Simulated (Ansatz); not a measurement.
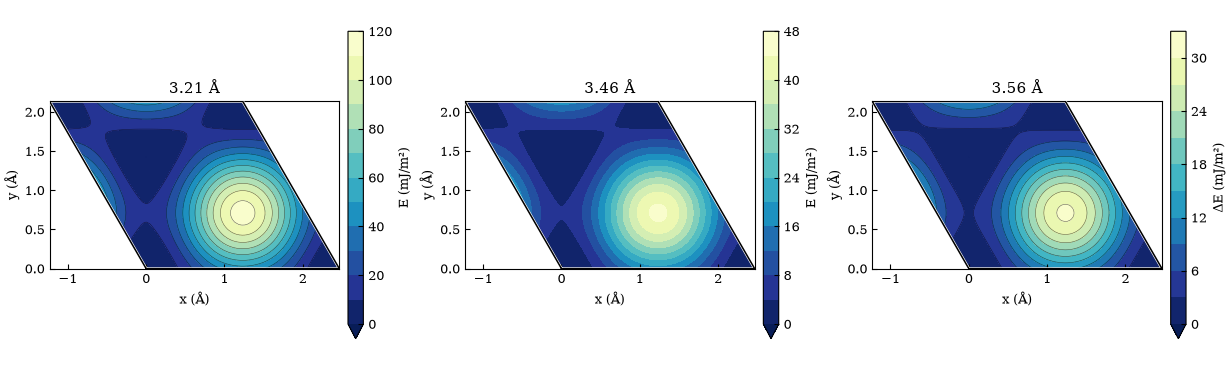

Three maps of one series, each from its own lowest grid point and on its own colour scale; the layer distance changes from map to map. A bilayer of two C sheets, the upper one turned by 180 degrees about the normal (4 atoms in the cell). 
- The upper layer of a bilayer is slid over the lower one; relaxed at each slide: nothing; the origin of the map has C3 above C1.
- Places are given modulo a cell vector. The map is drawn in real space over the plane of the slide.
- The scan uses a 6 × 6 grid.
- Energies are in mJ/m², from the lowest grid point.
- At a held distance the lowest stacking need not be the one that binds best once the distance relaxes.
- Method: Ansatz, DFT PBE+D3(BJ), scalar-relativistic, plane waves, PAW. Settings: cutoff 420 eV, k-mesh 15×15×1, gaussian smearing 0.1 eV, no spin polarisation.

The picture shows filled contours, the outline of one cell of the plane. Between grid points the surface is interpolated.

The span runs from the lowest to the highest grid point; passes are read from the interpolated surfaces.

| layer distance | lowest grid point | span (mJ/m²) | easiest pass (mJ/m²) |
| --- | --- | --- | --- |
| 3.21 Å | C above C, C above a hollow | 115 | 11 |
| 3.46 Å | C above C, C above a hollow | 45 | 4.1 |
| 3.56 Å | C above C, C above a hollow | 31 | 2.9 |

### One more map of the series was computed, for the layer distance 3.61 Å. What do you expect for it?

A straight line of ln(span) against the layer distance through the 3 maps has the slope −3.8 per Å (a decay length of 0.27 Å) and gives 25.4 mJ/m² at 3.61 Å. The computed span is 25.2 mJ/m², below the fit by 1 %. The lowest grid point is C above C, C above a hollow, as for 3.21 Å, 3.46 Å and 3.56 Å. The easiest pass out of the lowest well is about 2.4 mJ/m².

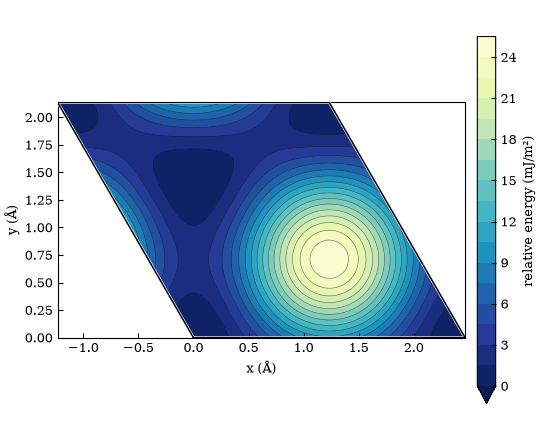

The map for 3.61 Å.

PAW datasets: the set soft_1.
